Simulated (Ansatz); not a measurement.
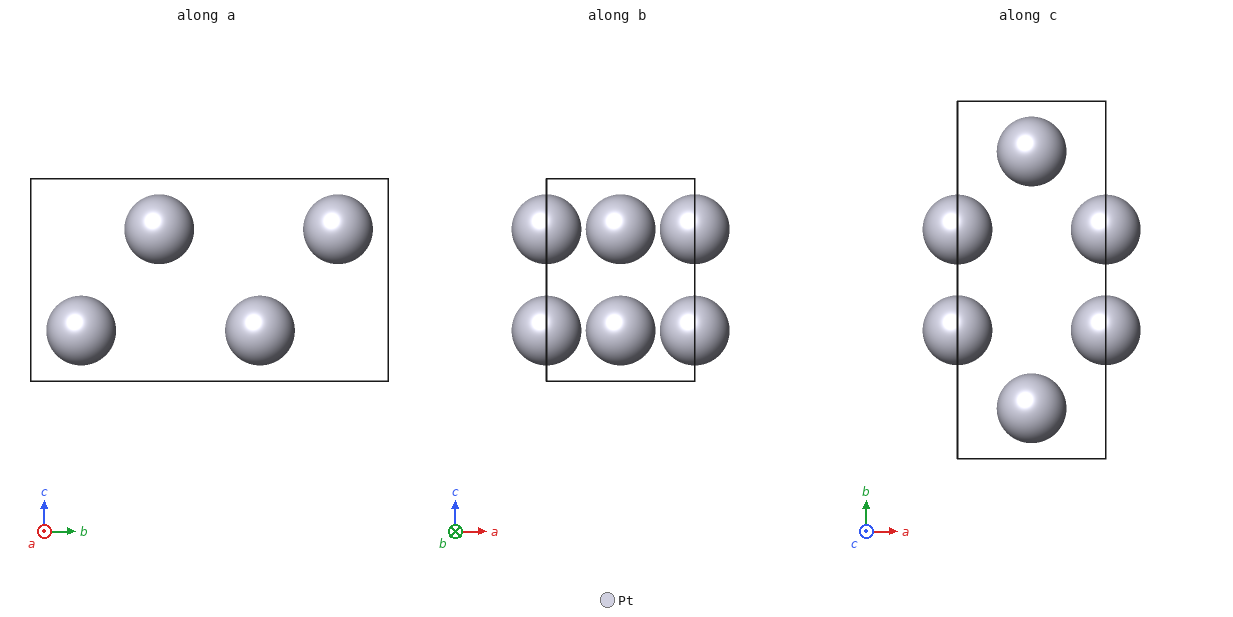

Crystal structure, spheres-only style, seen along the a axis, along the b axis and along the c axis. The parallelepiped is the conventional unit cell.

Lattice parameters: a = 2.739 Å, b = 6.606 Å, c = 3.744 Å, α = 90.00°, β = 90.00°, γ = 90.00°.

Put the structure into a table of Wyckoff sites, with free fractional coordinates to two decimals.

Space group Cmcm (No. 63).
```
atom  site     x     y     z
  Pt    4c  0.50  0.14  0.25
```

The model was built from a structure type filled with this element by a generator (whether the element takes this form wasn't checked). Earlier steps of the study may have refined or changed the cell and positions. Ansatz was used for an electronic-structure calculation on it.
